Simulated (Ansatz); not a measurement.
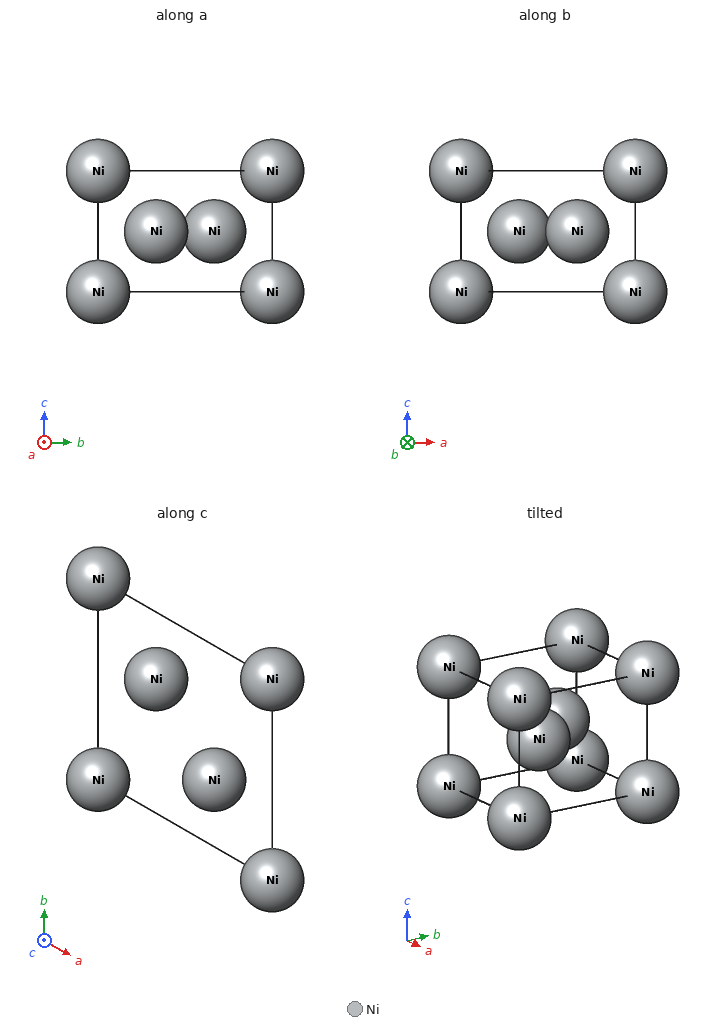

The crystal in a spheres-only representation, seen along the a axis, along the b axis, along the c axis and slightly off an axis. The wireframe shows the conventional unit cell.

Lattice parameters: a = 3.8273 Å, b = 3.8273 Å, c = 2.3025 Å, α = 90.000°, β = 90.000°, γ = 120.000°.

**From the views, write a CIF in P1 with every atom of the cell.**

```cif
data_structure
_symmetry_space_group_name_H-M 'P 1'
_symmetry_Int_Tables_number 1
_cell_length_a 3.8273
_cell_length_b 3.8273
_cell_length_c 2.3025
_cell_angle_alpha 90.000
_cell_angle_beta 90.000
_cell_angle_gamma 120.000
_cell_volume 29.21
loop_
_atom_site_label
_atom_site_type_symbol
_atom_site_fract_x
_atom_site_fract_y
_atom_site_fract_z
_atom_site_occupancy
Ni1 Ni 0.0000 0.0000 0.0000 1
Ni2 Ni 0.3333 0.6667 0.5000 1
Ni3 Ni 0.6667 0.3333 0.5000 1
```

It goes back to a structure type filled with this element by a generator (whether the element takes this form wasn't checked). Earlier steps of the study may have refined or changed the cell and positions. It went into a calculation with Ansatz.

At this level of theory the cell isn't at rest (compressed, at 33 GPa), so its distances can differ from those at equilibrium, the more so the softer the solid.
